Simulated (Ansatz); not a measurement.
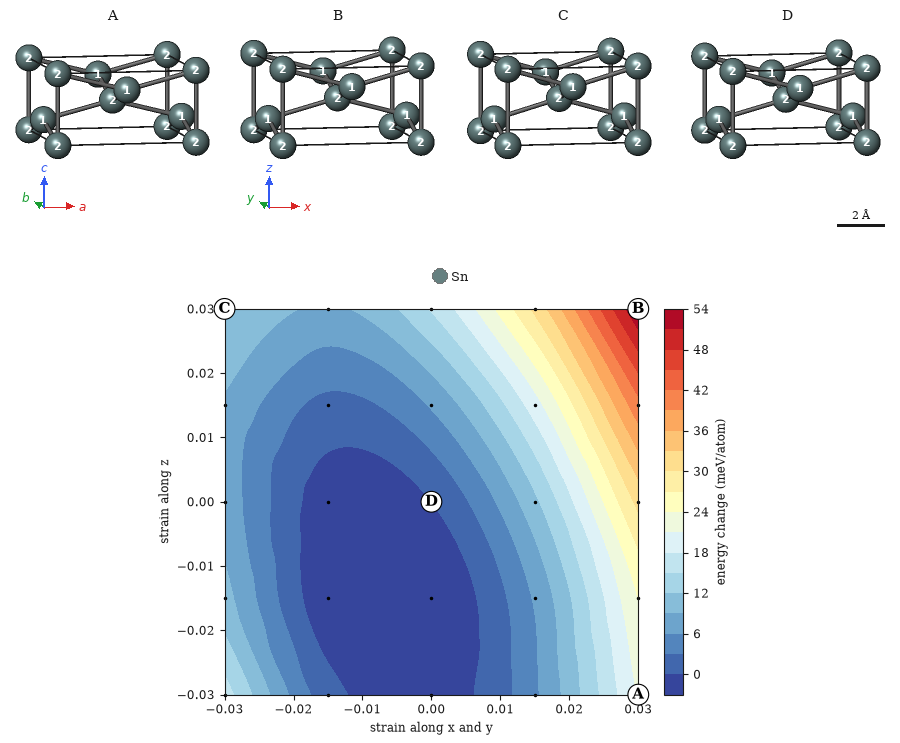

Energy scan for a crystal of Sn (I4_1/amd), in which the cell is strained equally along x and y and separately along z, with the atoms kept at their fractional coordinates. x, y and z are the Cartesian axes of the input. The map is interpolated between the computed points (dots). The lettered frames are marked on it. Style: ball-and-stick. Shown: the conventional cell (2 times the calculation's cell), slightly off an axis. Lengths and directions refer to the drawn axes.

The calculation used DFT PBEsol, scalar-relativistic, plane waves, PAW (Ansatz). Set-up: plane-wave cutoff 420 eV; k-point mesh 16 × 16 × 16; occupations gaussian; smearing width 0.15 eV; no spin polarisation. Energies (free energies at the smearing named) are counted from the cell as listed in its source, which wasn't relaxed.

Q: Where is the lowest point of the map, and what else does it tell?

A: In pairs of (strain along x and y; strain along z): the lowest computed point lies at (0.000, −0.015) (−2.9 meV/atom), the highest at (0.030, 0.030) (53.8 meV/atom). The valley is tilted: raising the in-plane strain is made harder by raising the strain along z (cross term 0.35 of the geometric mean of the two curvatures). Over the ranges scanned the energy rises more along the first axis, the in-plane strain. The pressure runs from −4.9 GPa at (0.030, 0.030) to 4.1 GPa at (−0.030, −0.030). The frames lie at A (0.030, −0.030): 21.2 meV/atom, B (0.030, 0.030): 53.8 meV/atom, C (−0.030, 0.030): 12.0 meV/atom, D (0.000, 0.000): 0.0 meV/atom.

The computed points:

Rows: strain along x and y; columns: strain along z; values in meV/atom.

|  | −0.030 | −0.015 | 0.000 | 0.015 | 0.030 |
| --- | --- | --- | --- | --- | --- |
| −0.030 | 16.3 | 10.1 | 7.7 | 8.5 | 12.0 |
| −0.015 | 1.3 | −2.2 | −1.6 | 2.2 | 8.5 |
| 0.000 | −1.7 | −2.9 | 0.0 | 6.3 | 15.3 |
| 0.015 | 5.5 | 6.4 | 11.3 | 19.6 | 30.7 |
| 0.030 | 21.2 | 24.1 | 30.9 | 41.0 | 53.8 |
